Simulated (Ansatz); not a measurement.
**Geometry relaxation of Cu (part 2 of 2)**

Continued. System: Cu (5 atoms in the cell). Method: DFT PBE, scalar-relativistic, plane waves, PAW, no spin polarisation (Ansatz 0.2.0); cutoff 420 eV, 7×7×18 k-mesh, Gaussian smearing of 0.1 eV. The structure derives from a Materials Project entry. It belongs to a series of runs on one base structure; here: film's bulk on the substrate's plane, third vector and atoms relaxed.

Geometry of the input (Å; fractional positions):
```
5.4701  0.0000  0.0000
0.0000  5.4701  0.0000
-1.6410  -0.5470  1.9226
Cu 0.0000  0.0000  0.0000
Cu 0.2000  0.4000  0.0000
Cu 0.4000  0.8000  0.0000
Cu 0.6000  0.2000  0.0000
Cu 0.8000  0.6000  0.0000
```

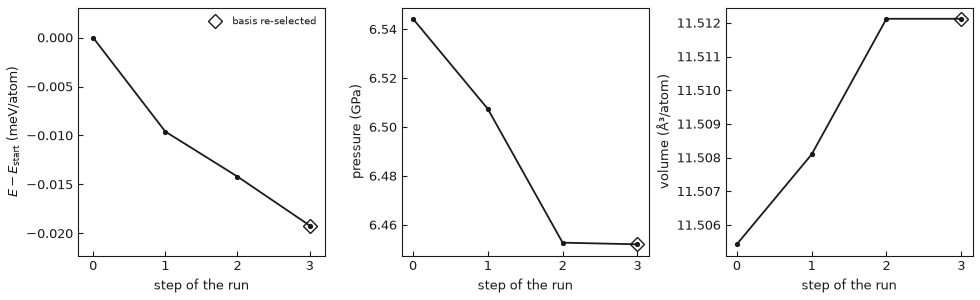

**Figure 1.** Progress of the relaxation, step by step (the first geometry is step 0 here and step 1 in the log). After 2 geometry steps the energy has fallen by next to nothing (0.0 meV per atom). All forces vanish by symmetry, so only the cell relaxes. The pressure goes from 6.54 to 6.45 GPa. The atoms keep their places relative to the cell (all moves are under 0.005 Å). Cell: a 2.586 → 2.590 Å (+0.1 %), b 4.319 → 4.316 Å (−0.1 %), c stays at 5.470 Å. Volume +0.1 %. The space group stays I4/mmm (No. 139). A last SCF at the same geometry on a re-selected plane-wave basis shifts the energy by next to nothing (0.0 meV per atom). (Atoms are counted from 1 in the order of the input.)

```
basis re-selected at this cell: Δ(F+E_penalty+E_count) = -2.496e-5 eV, ΔP = -0.001 GPa vs the last step (what re-selecting the basis moved, of the pressure what is left beyond the Pulay correction that the steps carried, after the strain that the cell walked since its last selection, with what the two solves' SCF thresholds leave and, on support functions, any second-order correction that the steps lacked; it is no measure of the basis error at this ecutwfc). This SCF's stress stands 3.81e-3 GPa from its target on what of the cell is left free (relax.cell.stress_tol is 1.00e-1 GPa) and its largest allowed force component is 2.62e-28 eV/Å (relax.f_tol is 1.00e-2 eV/Å): within both
SCF converged after 7 iterations
Free energy (F): -33125.733476 eV
Harris-Foulkes:  -33125.733476 eV  (|F-HF|=7.28e-12)
Internal energy: -33125.726501 eV  (E = F + TS)
E sigma→0 (E₀):  -33125.729988 eV
Entropy (-TS):   -0.006975 eV (-1.395 meV/atom)
Fermi energy:    17.334997 eV
--- Per-component energies (eV) ---
  E_band       = -1750.610267
  E_kinetic    = 1501.656386
  E_local      = -20025.334900  (includes V_loc(G=0)·N_el)
  E_nonlocal   = 1947.622612
  E_hartree    = 8830.441539
  E_xc         = -449.153580
  E_vxc        = -579.729451  (∫ρ·V_xc dr)
  E_paw        = -8312.559728  (= ΣΔE_a)
  E_vpaw       = -2255.709053  (= ΣTr[D̂ρ^β])
  E_aug_tail   = 0.001092  (compensation charges beyond the density's cutoff)
  E_ewald      = -16618.399922
  E_smearing   = -0.006975  (= −TS)
  E_closure    = -0.000000  (closes the sum)
  Σ components = -33125.733476   (vs F -33125.733476, Δ=0.00e0)
--- Forces (eV/Å), atoms counted from 1 ---
  atom   1  Cu     0.00000000    -0.00000000    -0.00000000
  atom   2  Cu     0.00000000     0.00000000    -0.00000000
  atom   3  Cu    -0.00000000     0.00000000    -0.00000000
  atom   4  Cu    -0.00000000     0.00000000    -0.00000000
  atom   5  Cu     0.00000000     0.00000000     0.00000000
  max |Σ_I F_I| component: 1.51e-28 eV/Å
--- Stress (GPa, compression-positive) ---
        9.801078       0.041399      -0.010101
        0.041399       9.553502       0.002179
       -0.010101       0.002179       0.001519
  P = ⅓ Tr σ = 6.4520 GPa (64.520 kbar)
--- Band table (eV; the first three rows and the last of 442) ---
  k-point 0: bands = ["-95.3154", "-95.2987", "-95.2987", "-95.2964", "-95.2964", "-52.7287", "-52.7287", "-52.7187", "-52.7187", "-52.6653", "-52.6653", "-52.6529", "-52.6529", "-52.6472", "-52.6472", "-52.6466", "-52.6466", "-52.6222", "-52.6187", "-52.6170", "7.7206", "12.1382", "12.1382", "12.7732", "12.7732", "13.5083", "13.5083", "13.7198", "13.7198", "13.8744", "14.2596", "14.2596", "14.3060", "14.3060", "14.4562", "14.4571", "14.6239", "14.6239", "14.6922", "14.6922", "14.7901", "15.3674", "15.5747", "15.5747", "15.6488", "15.6488", "16.3019", "16.3019", "18.6699", "18.6699", "22.4138", "22.4138", "26.7805", "26.7805", "31.8120", "31.8120", "33.5517"]
  k-point 1: bands = ["-95.3149", "-95.2990", "-95.2982", "-95.2971", "-95.2959", "-52.7281", "-52.7273", "-52.7229", "-52.7154", "-52.6688", "-52.6617", "-52.6550", "-52.6518", "-52.6511", "-52.6478", "-52.6455", "-52.6445", "-52.6251", "-52.6195", "-52.6180", "7.8531", "12.0111", "12.3162", "12.6086", "12.9287", "13.3961", "13.5421", "13.6874", "13.8398", "13.8457", "14.1828", "14.2597", "14.3006", "14.3079", "14.4908", "14.4917", "14.5070", "14.5157", "14.7503", "14.7874", "14.9524", "15.3781", "15.4393", "15.5608", "15.6163", "15.6589", "16.1831", "16.6652", "17.7163", "19.7462", "21.9251", "23.2995", "25.2524", "28.5253", "31.1122", "31.5996", "31.6380"]
  k-point 2: bands = ["-95.3136", "-95.2990", "-95.2978", "-95.2976", "-95.2955", "-52.7264", "-52.7254", "-52.7246", "-52.7144", "-52.6718", "-52.6582", "-52.6578", "-52.6553", "-52.6516", "-52.6482", "-52.6455", "-52.6438", "-52.6338", "-52.6222", "-52.6208", "8.2458", "11.9778", "12.4307", "12.5003", "13.0693", "13.3703", "13.3875", "13.7410", "13.7936", "13.8378", "14.0595", "14.2658", "14.2896", "14.2987", "14.4659", "14.4795", "14.5921", "14.5926", "14.6401", "14.9817", "15.1311", "15.2609", "15.4088", "15.5884", "15.6167", "15.6220", "16.1712", "16.9981", "17.2465", "20.3107", "22.4551", "23.9588", "24.4473", "28.9856", "29.5707", "30.5241", "30.7301"]
  k-point 441: bands = ["-95.3105", "-95.3028", "-95.3005", "-95.2975", "-95.2938", "-52.7334", "-52.7267", "-52.7212", "-52.6890", "-52.6842", "-52.6622", "-52.6578", "-52.6573", "-52.6510", "-52.6461", "-52.6452", "-52.6362", "-52.6284", "-52.6242", "-52.6199", "8.9218", "11.4808", "11.8918", "12.3402", "12.3988", "13.0245", "13.5427", "13.6780", "13.9814", "14.0244", "14.0402", "14.2134", "14.2973", "14.5430", "14.6272", "14.6600", "14.6802", "14.8489", "14.9472", "14.9721", "15.1933", "15.2411", "15.4647", "15.5526", "15.6639", "15.6982", "16.0089", "16.1537", "16.7723", "17.0491", "23.6677", "25.8677", "29.5511", "29.6623", "30.0113", "30.8880", "31.2012"]
--- Relaxed structure (3 steps of the walk, 3 accepted, 1 SCFs on fresh bases) ---
  F+E_penalty+E_count = -33125.73347600 eV   max|allowed force component| = 2.615e-28 eV/Å   (the final SCF, on the basis selected at the relaxed cell)
  cell:  # Å, volume = 57.5606 Å³
    - [5.470089826892975, -7.959421250473578e-8, -0.006555305021908676]
    - [-7.959421250473578e-8, 5.47009375318712, -0.00013283520635709058]
    - [-1.6433309328401984, -0.5470560390426388, 1.9256766659652578]
  atoms:
    - { symbol: Cu, position: [1.6126447923374219e-37, -1.4795969868324927e-37, 5.0087289589516145e-37] }
    - { symbol: Cu, position: [0.2, 0.3999999999999999, -1.0842021724855044e-19] }
    - { symbol: Cu, position: [0.4, 0.7999999999999998, -2.168404344971009e-19] }
    - { symbol: Cu, position: [0.6, 0.19999999999999998, -8.673617379884035e-19] }
    - { symbol: Cu, position: [0.7999999999999999, 0.6, -8.673617379884035e-19] }
```

### Trajectory as extended XYZ (Å, eV, eV/Å), 4 frames, from step=1 to step=4
```
5
Lattice="5.4701 0.0000 0.0000 0.0000 5.4701 0.0000 -1.6410 -0.5470 1.9226" Properties=species:S:1:pos:R:3:forces:R:3 step=1 energy=-33125.73338 pressure_GPa=6.54
Cu    0.0000    0.0000    0.0000    0.0000   0.0000   0.0000
Cu    1.0940    2.1880    0.0000    0.0000   0.0000   0.0000
Cu    2.1880    4.3761    0.0000    0.0000   0.0000   0.0000
Cu    3.2821    1.0940    0.0000    0.0000   0.0000   0.0000
Cu    4.3761    3.2821    0.0000    0.0000   0.0000   0.0000
5
Lattice="5.4701 0.0000 -0.0024 0.0000 5.4701 -0.0002 -1.6419 -0.5471 1.9237" Properties=species:S:1:pos:R:3:forces:R:3 step=2 energy=-33125.73343 pressure_GPa=6.51
Cu    0.0000    0.0000    0.0000    0.0000   0.0000   0.0000
Cu    1.0940    2.1880   -0.0005    0.0000   0.0000   0.0000
Cu    2.1880    4.3761   -0.0011    0.0000   0.0000   0.0000
Cu    3.2821    1.0940   -0.0015    0.0000   0.0000   0.0000
Cu    4.3761    3.2821   -0.0020    0.0000   0.0000   0.0000
5
Lattice="5.4701 0.0000 -0.0066 0.0000 5.4701 -0.0001 -1.6433 -0.5471 1.9257" Properties=species:S:1:pos:R:3:forces:R:3 step=3 energy=-33125.73345 pressure_GPa=6.45
Cu    0.0000    0.0000    0.0000    0.0000   0.0000   0.0000
Cu    1.0940    2.1880   -0.0014    0.0000   0.0000   0.0000
Cu    2.1880    4.3761   -0.0027    0.0000   0.0000   0.0000
Cu    3.2821    1.0940   -0.0040    0.0000   0.0000   0.0000
Cu    4.3761    3.2821   -0.0053    0.0000   0.0000   0.0000
5
Lattice="5.4701 0.0000 -0.0066 0.0000 5.4701 -0.0001 -1.6433 -0.5471 1.9257" Properties=species:S:1:pos:R:3:forces:R:3 step=4 energy=-33125.73348 pressure_GPa=6.45
Cu    0.0000    0.0000    0.0000    0.0000   0.0000   0.0000
Cu    1.0940    2.1880   -0.0014    0.0000   0.0000   0.0000
Cu    2.1880    4.3761   -0.0027    0.0000   0.0000   0.0000
Cu    3.2821    1.0940   -0.0040    0.0000   0.0000   0.0000
Cu    4.3761    3.2821   -0.0053    0.0000   0.0000   0.0000
```
